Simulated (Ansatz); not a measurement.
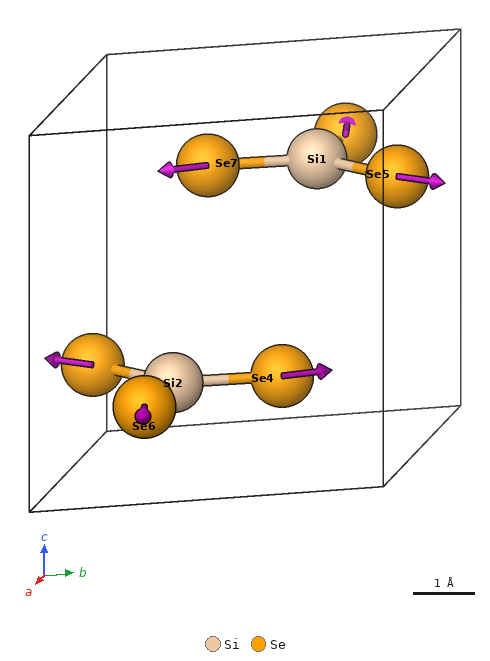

This is a relaxation of crystalline SiSe3 (a generated structure, set up in P6_3/m). The starting structure is drawn; purple arrows show the displacements (the part carried along by the change of the cell is left out), magnified 2 times.

The picture is a ball-and-stick view of the cell of the calculation, reduced to other axes, seen slightly off an axis. Lengths and directions refer to the drawn axes.

Theory: DFT, PAW plane waves, PBE (Ansatz 0.2.0).

Input file:
```yaml
crystal:
  lattice:
    - [3.087372, 5.347483, 0.0]
    - [-3.087372, 5.347483, 0.0]
    - [0.0, 0.0, 6.408528]
  atoms:
    - { symbol: Si, position: [0.6667, 0.6666, 0.25] }
    - { symbol: Si, position: [0.3334, 0.3333, 0.75] }
    - { symbol: Se, position: [0.35498, 0.96175, 0.25] }
    - { symbol: Se, position: [0.03825, 0.31673, 0.75] }
    - { symbol: Se, position: [0.68327, 0.35498, 0.25] }
    - { symbol: Se, position: [0.64502, 0.03825, 0.75] }
    - { symbol: Se, position: [0.96175, 0.68327, 0.25] }
    - { symbol: Se, position: [0.31673, 0.64502, 0.75] }
  symmetry: { tolerance: 0.0003 }
kpoints:
  mp_grid: { grid: [6, 6, 4], shift: [0, 0, 0] }
magnetization:
  spin_polarized: false
scf:
  occupations: { method: cold, width: 0.2773 }
hamiltonian:
  pseudopotentials: { kind: paw }
  xc: pbe
basis:
  ecutwfc: 420
output:
  forces: true
  stress: true
  eigenvalues: true
relax:
  max_steps: 40
  cell: {}
  f_tol: 0.02
  max_displacement: 0.3
```

Command:
```bash
ansatz run input.yaml --threads 1 --pin off --max-ram 2560MiB --backend cpu --events-out ev --progress --plain --runs-dir out
```

Q: Atoms of which element are displaced furthest, and by how much?

A: Selenium: up to 0.48 Å, against 0.00 Å for silicon.

Q: What happened in the run?

A: The largest moves relative to the cell, 0.48 Å, are those of Se3, Se4, Se5, Se6, Se7 and Se8. Se7 goes along [1 −3 0]. Si stays in place. Cell: a = b 6.175 → 5.796 Å (−6.1 %), c 6.409 → 8.690 Å (+35.6 %). Volume +19.5 %. Some distances before and after: Se3–Se5 3.864 → 3.121 Å, Se3–Se5 (another image) 3.248 → 3.862 Å, Se3–Se5 (another image) 3.609 → 3.120 Å, Si1–Se3 1.875 → 2.230 Å. The space group stays P6_3/m (No. 176). After 12 accepted moves (15 points after the start) the energy has fallen by 1090 meV per atom. Largest force component: 10 eV/Å at the start, 0.00043 eV/Å at the end. Pressure: 29.66 GPa at the start and 0.01 GPa at the end. The line search rejected the trial step at point 6 of the run. The SCF was repeated twice at an unchanged geometry on a basis and grid sized afresh for the cell, which shifted the energy by 3.9 meV per atom at most.
